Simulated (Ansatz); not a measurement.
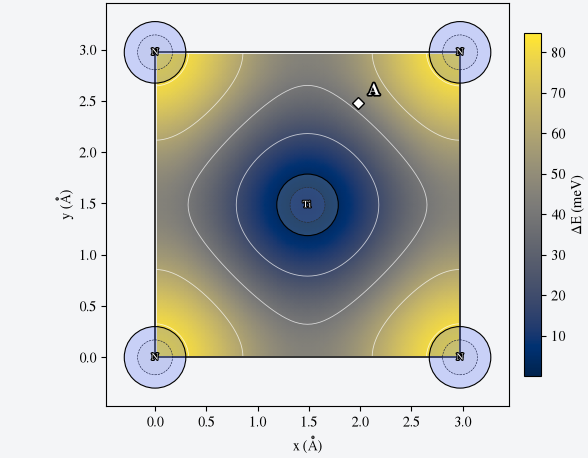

H on a TiN(100) slab cut from the Fm-3m phase, its upper half relaxed before the scan (24 atoms of substrate and one adsorbate in a 2 × 2 cell). H is moved over the surface cell at a fixed height above a rigid substrate; the origin of the map has the adsorbate above N21; the height is held at 3.40 Å. Places are given modulo a cell vector. The map is drawn in real space over the plane of the surface. The grid has 6 × 6 points; 10 points were computed and 26 follow by symmetry. Places are given in fractions of the 1 × 1 surface cell. All energies are given in meV relative to the lowest grid point. The runs have no spin polarisation, so an open-shell adsorbate far from the surface lies too high. At a fixed height the lowest place need not be the adsorption site. Level of theory: DFT PBE+D3(BJ), scalar-relativistic, plane waves, PAW in Ansatz. Settings: cutoff 420 eV, k-mesh 5×5×1, gaussian smearing 0.1 eV, no spin polarisation.

Drawn: a smooth colour map with a few white contour lines, labelled circles for the atoms of the top layer and small ones for the second layer, the outline of one cell of the plane, the point A. Between grid points the surface is interpolated.

Question: Is A at rest? If not, where is it pushed?

Answer: A, at (4/6, 5/6) of the cell vectors, is not a stationary point. The computed force is 0.055 eV/Å in the plane, pointing down and left in the picture (components −0.037 and −0.040 eV/Å).

PAW datasets: the set soft_1.
